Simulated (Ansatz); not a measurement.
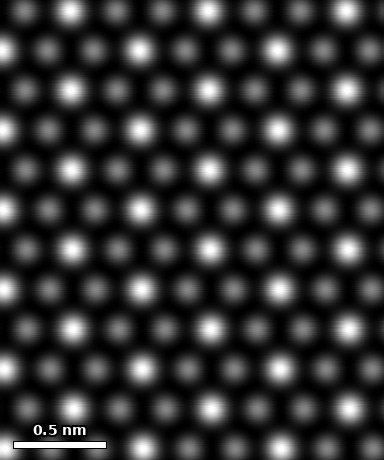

Integrated-DPC-like image of SrCl2 (P-3m1, No. 164) along [001]. Simulated as the projected potential of neutral atoms (B = 0.5 Å²) blurred by a 1.06 Å probe, the thin-sample limit of integrated differential phase contrast. A slight drift was added. Structure used: the end point of a relaxation at fixed volume with DFT PBEsol, scalar-relativistic, plane waves, PAW in Ansatz; the starting structure was generated, so it need not be a known form of this composition.

Interpret the image.

The columns repeat on a hexagonal net with a repeat of 4.37 Å (plane group p6mm). The brightest columns hold 1 Sr per repeat; in falling brightness follow 1 Cl (about 50 %). Brightness is counted from the darkest point of the image. The shortest distance between visible columns is 2.52 Å in projection. Along the beam the structure repeats every 5.87 Å.
